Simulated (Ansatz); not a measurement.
Single-point calculation, with input and output: BN

BN (slab, 2 atoms in the cell), computed with DFT PBE+D3(BJ), scalar-relativistic, plane waves, PAW, no spin polarisation (Ansatz 0.2.0).

The structure derives from an entry of the Crystallography Open Database. Figures and captions count atoms from 1; the log counts them from 0 in places.

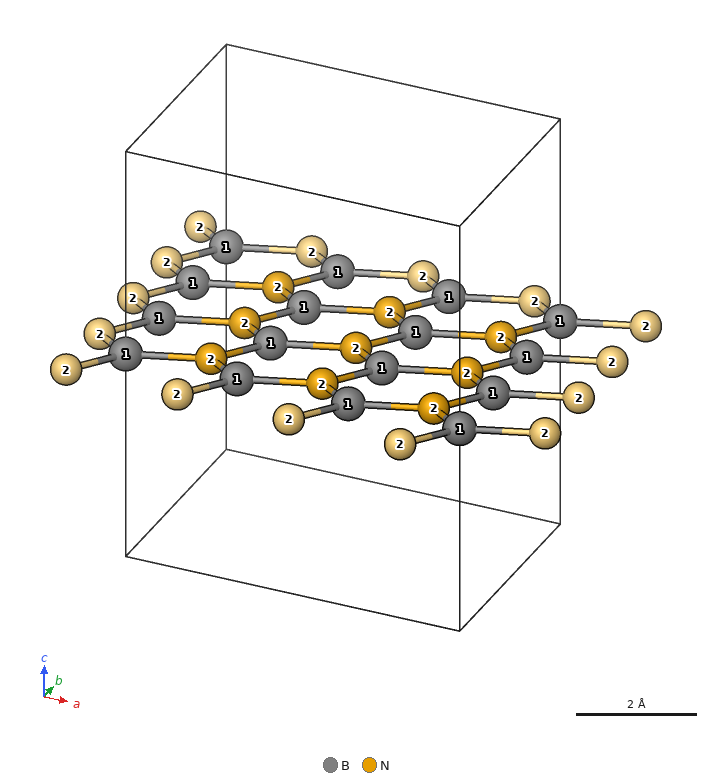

Figure 1. The input geometry (ball-and-stick view of the 3 × 3 repeat of the cell, with the vacuum cut short, seen slightly off an axis; neighbours outside the cell are drawn fainter; atoms are numbered from 1 in the order of the input). Near neighbours in the crystal (not all of them lie inside the picture): B has 3 N at 1.47 Å; N has 3 B at 1.47 Å.

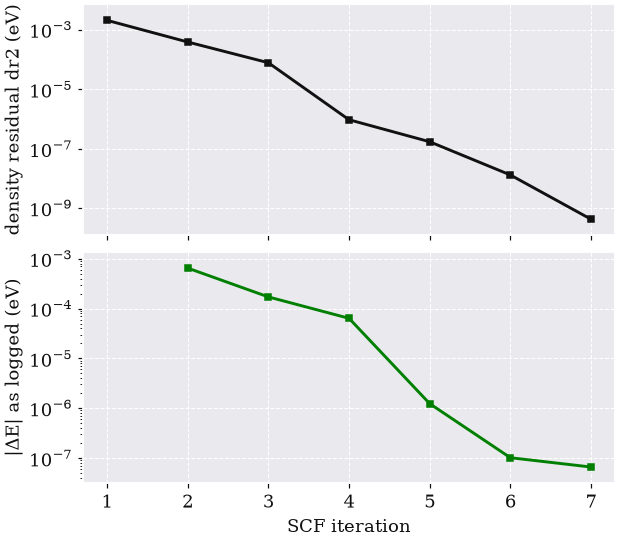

Figure 2. Convergence of the self-consistent field: density residual dr2 and size of the energy change against the SCF iteration. The residual falls at every step.

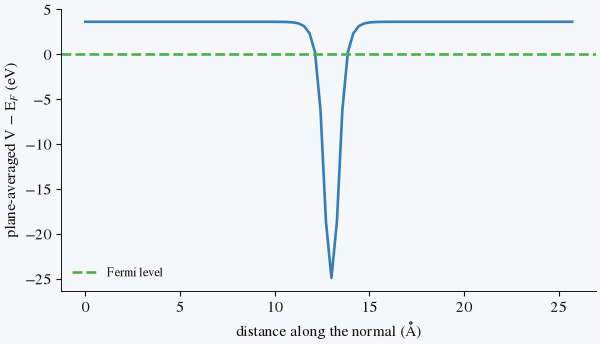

Figure 3. Plane average of the electrostatic potential energy of an electron across the cell, from the Fermi level. The vacuum level lies 3.59 eV above the Fermi level.

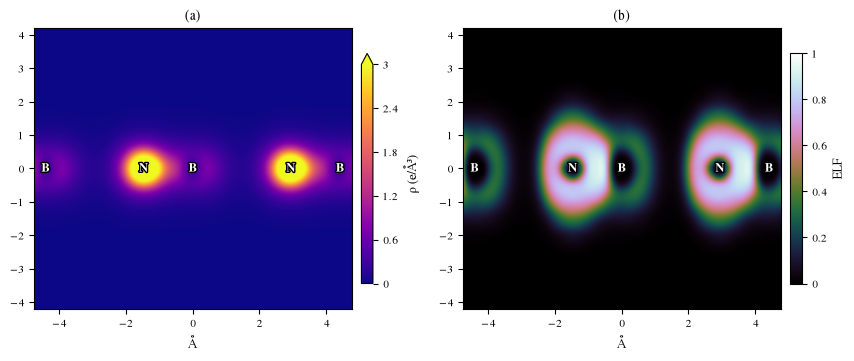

Figure 4. (a) valence charge density (pseudo); (b) ELF on the (110) plane of the calculation cell, a cut from vacuum to vacuum. The section cuts through B and N sites. The density dies away to nearly zero in the vacuum. The fields are those of the smooth PAW valence density.

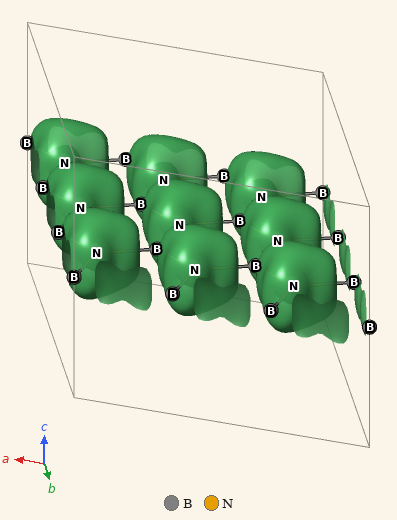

Figure 5. Isosurface of the electron localisation function at 0.65 (green), seen at an oblique angle. Only the valence region is drawn (cores and ρ < 0.01 e/Å³ removed). Sticks mark near contacts. Counts are for one cell; the picture repeats the cell along the surface.  Values along the shortest contacts: B–N (1.47 Å): the ELF peaks at about 0.95 between the atoms (a shared but strongly polarised pair).

These pictures come from the run below.

Input
```yaml
crystal:
  lattice:
    - [2.545, 0.0, 0.0]
    - [-1.2725, 2.2040346526, 0.0]
    - [0.0, 0.0, 26.0]
  atoms:
    - { symbol: B, position: [0.0, 0.0, 0.5] }
    - { symbol: "N", position: [0.6666666667, 0.3333333333, 0.5] }
  periodic: [true, true, false]
basis:
  ecutwfc: 420
kpoints:
  mp_grid: { grid: [12, 12, 1] }
hamiltonian:
  xc: pbe
  dispersion: d3bj
scf:
  occupations: { method: gaussian, width: 0.02 }
output:
  forces: true
  stress: true
  eigenvalues: true
  write_density: true
  write_potential: true
  elf: true
  volumetric_format: npy
```

Launch command:
```bash
ansatz run input.yaml --threads 1 --pin off --max-ram 3072MiB --backend cpu --events-out ev --progress --plain --runs-dir out
```

Log
```
Engine: ansatz 0.2.0, aarch64-unknown-linux-gnu
Pseudopotentials: kind: paw
Pseudopotential: B, paw, valence charge 3, recommended cutoff 420 eV (normal), B.paw.azcp
Pseudopotential: N, paw, valence charge 5, recommended cutoff 420 eV (normal), N.paw.azcp
Functional definition: PBE
  parameter kappa = 0.804
  parameter beta = 0.06672455060314922
  exchange = pbe_x(kappa = kappa, mu = beta*pi^2/3)
  correlation = pbe_c(beta = beta)
Crystal: 2 atoms, lattice volume = 145.841 Å³
Basis set: ecut = 420 eV, 2901 PW (Γ), exchange–correlation on 36×36×360 points (8 copies of the dense FFT grid, shifted against one another)
Bands: 8, of which v1, the nominal top of the filled ones, is band 4 counted from 1 (3 counted from 0)
Symmetry: 12 space group operations
Space group: P-6m2 (ITA 187), of the structure as read, at distance tolerance 5.3e-5 Å
k-points: 19 of 144 (time reversal used)
Non-local potential: B, projectors of the file, l = 0: 2, l = 1: 2, l = 2: 1
Non-local potential: N, projectors of the file, l = 0: 2, l = 1: 2, l = 2: 1
PAW form: soft (Blöchl's): semilocal exchange-correlation on the pseudo side does not see the compensation charge
PAW one-centre angular grid: B, 110 points (default); XC on 64 Gauss nodes
PAW one-centre angular grid: N, 110 points (default); XC on 64 Gauss nodes
Initial density: superposition of atomic densities (neutral atoms: chi_scale 0, normalization atom), corrected by the library's trained network
Initial wavefunctions: pseudopotential atomic-orbital guess
Functional: x = pbe(κ = 0.804, μ = 0.2195149727645171), c = pbe(β = 0.06672455060314922)
SCF iter   1: F=—  HF=-542.556078 eV  |F-HF|=—  |Δ(HF+E_count)|=         —  Δρ=1.81e-3  dr2=2.05e-3  ethr=1.77e-3  ⟨swp⟩=8.8  Hψ=1555  notcnv=0
preconditioner: auto → none  [insulator: Δε(μ)=4.521 eV  Ē_g=15.536 eV  σ=0.020 eV  W_gap=1.00  n_scr=12 (ndim 8)  ℏωp=8.7 eV  f_vac=0.832  D(μ)=0.00/eV (n_scr^D=0)  ε∞_Penn≈1.3]
SCF iter   2: F=—  HF=-542.556727 eV  |F-HF|=—  |Δ(HF+E_count)|=   6.49e-4  Δρ=7.75e-4  dr2=3.83e-4  ethr=2.56e-5  ⟨swp⟩=4.3  Hψ=568  notcnv=0
SCF iter   3: F=—  HF=-542.556898 eV  |F-HF|=—  |Δ(HF+E_count)|=   1.71e-4  Δρ=3.59e-4  dr2=7.70e-5  ethr=4.78e-6  ⟨swp⟩=3.4  Hψ=341  notcnv=0
SCF iter   4: F=—  HF=-542.556962 eV  |F-HF|=—  |Δ(HF+E_count)|=   6.36e-5  Δρ=2.71e-5  dr2=9.33e-7  ethr=9.62e-7  ⟨swp⟩=3.9  Hψ=354  notcnv=0
SCF iter   5: F=—  HF=-542.556963 eV  |F-HF|=—  |Δ(HF+E_count)|=   1.23e-6  Δρ=1.28e-5  dr2=1.70e-7  ethr=1.17e-8  ⟨swp⟩=2.8  Hψ=344  notcnv=0
iter 6 met the thresholds in force, and the SCF goes on: an eigenvalue changes by 32.88 meV, over its tolerance of 10.00 meV (output.eigenvalues, Limitations)
SCF iter   6: F=-542.556963 eV  HF=-542.556963 eV  |F-HF|=6.19e-8  |Δ(HF+E_count)|=   1.01e-7  Δρ=3.84e-6  dr2=1.30e-8  ethr=1.25e-9  ⟨swp⟩=16.2  Hψ=1436  notcnv=0
SCF iter   7: F=-542.556963 eV  HF=-542.556963 eV  |F-HF|=8.90e-11  |Δ(HF+E_count)|=   6.57e-8  Δρ=7.17e-7  dr2=4.22e-10  ethr=1.62e-10  ⟨swp⟩=10.2  Hψ=1274  notcnv=0
SCF 1 converged in 7 iterations: F = -542.556963 eV  dr2 = 4.22e-10
  greatest PAW one-centre occupation: 0.792 electrons in one spin orbital (limit 2), on the N atom at site 1 (counted from 0), in its partial waves of l = 0
WARN: The output density's exchange-correlation potential varies sharply where the density is thin. Do not read a vacuum level from v_tot or v_xc, or from such a field of the output density. On a cell that repeats whose density bears no net charge and no dipole along the vacuum's axis use v_es (v_loc + v_h of the components); under efield.dipole_correction with no amplitude use v_es + v_field, which holds any external_charges[].barrier, or the levels of the report's work_function block, which leave it out; under a non-zero efield.amplitude the vacuum is tilted and has no level; on a cell that repeats and bears such a dipole with no correction it is tilted too, and efield.dipole_correction with no amplitude gives each side of its ramp a level where efield: is served; in a cell that repeats whose density bears a net charge (total_charge, or a fill off its count) it is curved and has none; of a slab under crystal.periodic whose density bears no net charge use v_es, which has a level on each side, short of where the two are joined; of another it falls or rises all the way out and has none; of a slab beside external_charges read slab_vacuum_level instead, which it has where they leave it neutral. The grid or the basis barely resolves most such structure, and the values can differ between equally converged runs; as a rule a tighter scf.convergence.dr2_threshold does not remove it. Where the density itself ripples (under the LDA too) a higher basis.ecutwfc lessens it. The files hold the spikes' plane waves up to the density's cutoff. Files: v_tot_of_output_density and the like, and their columns of v_z.tsv (output.write_potential); v_xc_of_output_density and the like, and their columns of v_comp_z.tsv (output.write_potential_components). Measured: with its Gaussian average of σ = 0.25 Å subtracted twice, the exchange-correlation potential is over 0.1 eV at 2 of the grid points where the equally averaged density (valence and model cores) is under 1e-3 e/Å³, and 0.155 eV at the most among them, at an averaged density of 2.2e-7 e/Å³. The input density's (outcome.potential() and, of a run that writes arrays, v_tot and v_xc) is over 0.1 eV, so measured, at 6 points of its own thin density, 0.164 eV at the most. See output.write_potential in the manual, Limitations
SCF converged after 7 iterations
an eigenvalue changed by more than its tolerance at an iteration that met the thresholds in force, so the SCF went on 1 time: the last check found none over its tolerance
Free energy (F): -542.556963 eV
Harris-Foulkes:  -542.556963 eV  (|F-HF|=8.90e-11)
Internal energy: -542.556963 eV  (E = F + TS)
E sigma→0 (E₀):  -542.556963 eV
Fermi energy:    -3.589522 eV
--- Per-component energies (eV) ---
  E_band       = -103.120281
  E_kinetic    = 180.815061
  E_local      = -6397.344684  (includes V_loc(G=0)·N_el)
  E_nonlocal   = 57.303346
  E_hartree    = 3096.051164
  E_xc         = -91.511472
  E_vxc        = -113.473093  (∫ρ·V_xc dr)
  E_paw        = -206.530237  (= ΣΔE_a)
  E_vpaw       = -22.523191  (= ΣTr[D̂ρ^β])
  E_aug_tail   = 0.000102  (compensation charges beyond the density's cutoff)
  E_ewald      = 2818.809435
  E_disp       = -0.149677  (pairwise vdW)
  E_smearing   = -0.000000  (= −TS)
  E_closure    = 0.000000  (closes the sum)
  Σ components = -542.556963   (vs F -542.556963, Δ=0.00e0)
--- Forces (eV/Å), atoms counted from 1 ---
  atom   1  B      0.00000000     0.00000000     0.00000000
  atom   2  N      0.00000000    -0.00000000     0.00000000
  max |Σ_I F_I| component: 2.22e-16 eV/Å
--- 2D stress c σ (N/m, compression-positive) ---
       -4.795490       0.000000       0.000000
        0.000000      -4.795490       0.000000
        0.000000       0.000000       0.000000
  P = ½ c Tr σ = -4.7955 N/m
--- Band table (eV; the first three rows and the last of 19) ---
  k-point 0: bands = ["-23.2548", "-10.8748", "-7.2647", "-7.2647", "-1.1455 (-1.1455°)", "-0.2441 (-0.2510°)", "0.3421", "0.5522"]
  k-point 1: bands = ["-23.1261", "-10.7023", "-7.8135", "-7.5102", "-0.9198 (-0.9198°)", "-0.0389 (-0.0454°)", "0.5584", "0.7616"]
  k-point 2: bands = ["-22.7474", "-10.1932", "-9.1915", "-8.1094", "-0.2742 (-0.2742°)", "0.5647 (0.5600°)", "1.2029", "1.3826"]
  k-point 18: bands = ["-19.7733", "-13.5131", "-12.9794", "-5.8714", "-1.3076", "6.3604", "7.0700", "8.4651"]
  ° read free of the cell's end (the report's vacuum.weakly_bound_levels)
```

Summary

- outcome: converged
- electrons treated: 8
- free energy: −542.5570 eV
- work function, top face: 3.59 eV
- work function, bottom face: 3.59 eV
- Fermi energy: −3.590 eV
- gap on the k-point mesh: 4.56 eV
- work function (upper face): 3.59 eV
- largest force (length of the vector): under 0.001 eV/Å
- hardware: 1 thread of Arm Neoverse V1, 24 GiB of memory available, shared host
- wall time: 4.8 s
- peak memory: 0.33 GiB

Notes

Warnings of the run: the exchange-correlation potential is rough where the density is thin.
